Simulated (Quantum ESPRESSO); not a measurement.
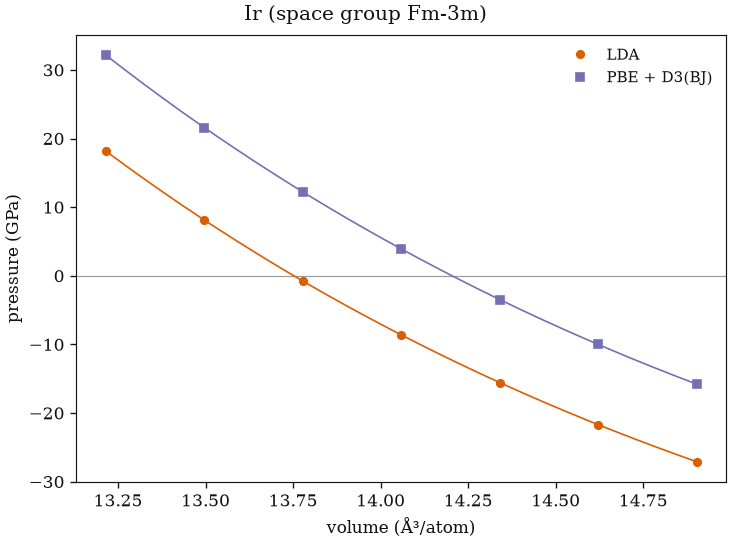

**Figure.** Pressure against volume, with one curve for each functional, for Ir (space group Fm-3m).

Settings that differ: LDA: density cutoff 3050 eV, wave cutoff 762 eV, potentials PseudoDojo-0.4.1-SR-LDA-standard; PBE + D3(BJ): density cutoff 3700 eV, wave cutoff 925 eV, potentials PseudoDojo-0.4.1-SR-PBE-standard.

The fitted equilibrium volumes, smallest first, are LDA 13.793, PBE + D3(BJ) 14.207 Å³/atom. The fitted bulk moduli, smallest first, are PBE + D3(BJ) 371.0, LDA 408.1 GPa. For LDA, the pressure falls from 18.17 GPa at volume 13.22 Å³/atom to −27.09 GPa at 14.90 Å³/atom, and changes sign near 13.75 Å³/atom. For PBE + D3(BJ), the pressure falls from 32.16 GPa at volume 13.22 Å³/atom to −15.78 GPa at 14.90 Å³/atom, and changes sign near 14.21 Å³/atom.

How it was computed, with Quantum ESPRESSO 7.5: plane-wave DFT, no spin polarisation; energies at scaled volumes of the given cell, shape and fractions fixed, counted from the fit's minimum, third-order Birch-Murnaghan fit. All runs: no spin polarisation.

```json
{"setting": "k mesh", "value": "12×12×12"}
{"setting": "occupations", "value": "Fermi–Dirac"}
{"setting": "smearing width", "value": "0.05 eV"}
```
